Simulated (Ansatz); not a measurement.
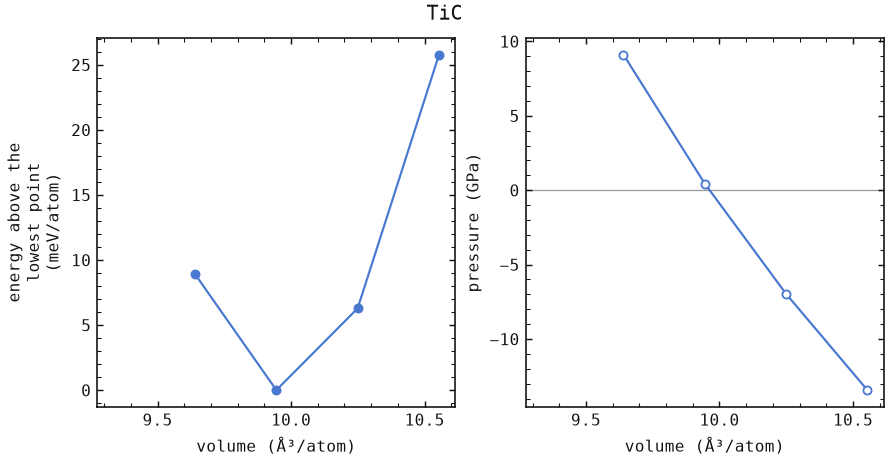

The picture above shows the energy above the lowest point and pressure against volume for TiC, space group Fm-3m (No. 225) (one of a set of cubic test structures, which need not be the stable phase).

Calculation (Ansatz 0.2.0 development build): equation of state of a cubic crystal from periodic Kohn-Sham density functional theory without spin, third-order Birch-Murnaghan fit to the free energies; pressure corrected for the finite basis. Level: HSE06.

structure type rock salt; atoms in cell 2; space group number 225; lattice centring face-centred primitive; k mesh 4×4×4; occupation method Fermi–Dirac; occupation width 0.1 eV; wave cutoff 420 eV; datasets soft-1 PAW; density tolerance 1e−07 eV; bands 12; density cutoff ratio 4; search for lower states default; exchange singularity Wigner-Seitz.

The point at volume 9.34 Å³/atom is left out of the plot. What does the calculation give there?

```json
{"volume (Å³/atom)": "9.34", "energy above the lowest point (meV/atom)": "35.6", "pressure (GPa)": "19.3"}
```

Limits of the calculation: coarse k-mesh, values are not converged in k.
